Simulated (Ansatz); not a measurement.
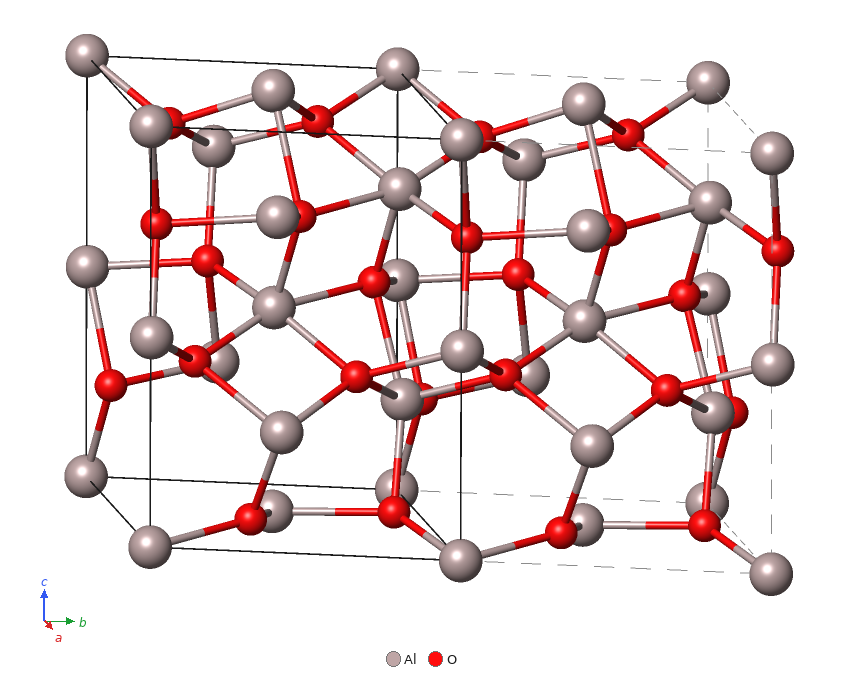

Drawn in the ball-and-stick manner and seen slightly off an axis. The structure is repeated 1×2×1 times; solid lines mark one unit cell.

Al8O11, a = 4.79 Å, b = 5.18 Å, c = 7.05 Å, α = 95.64°, β = 89.41°, γ = 89.98°.

The numbers come from DFT PBE, scalar-relativistic, plane waves, PAW (Ansatz), using 420 eV cutoff, 5×5×3 k-mesh, Gaussian smearing of 0.02 eV, no spin polarisation.

### What is the band gap, if any?

An insulator at this level, with a gap of 3.58 eV on the k-mesh (the true edges may lie between mesh points, so the gap can be somewhat smaller).

### Which way would the volume go on relaxing?

The computed pressure is -0.1 GPa, close to zero.

The model was built from a structure type filled with these elements by a generator (whether the compound takes this form wasn't checked). Earlier steps of the study, as a rule a relaxation of our own, may have changed the cell and positions, so they can lie some per cent off the listed ones. It was the input of a calculation with Ansatz.
